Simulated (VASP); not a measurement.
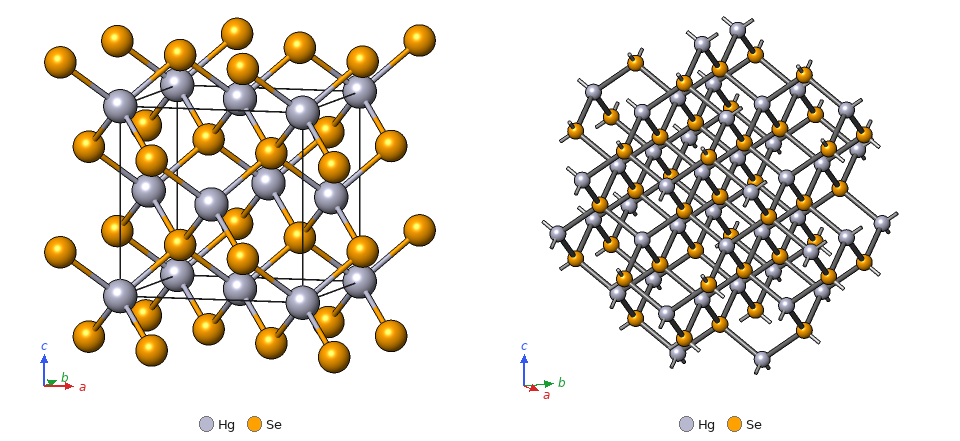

Left: the structure. Right: its underlying net. Nodes are coloured by element. Short stubs are edges that leave the cut-out.

HgSe (space group F-43m, No. 216). Coordinates: the geometry relaxed with VASP Kohn-Sham DFT of a periodic cell, PW91, VASP PAW PBE potentials, recommended (VASP 6.6.1).

Bonds are taken as Hg–Se below 3.1 Å. The graph is simplified in the usual way: terminal and isolated atoms are pruned, two-connected atoms become edges.

The result is a uninodal 4-connected, three-periodic net: Hg and Se are 4-connected nodes. It is the dia net, known from diamond, zinc blende and cristobalite. It is a single net, without interpenetration.

```csv
node,links,point symbol,coordination sequence
Hg and Se,4,6⁶,4 12 24 42 64 92
```
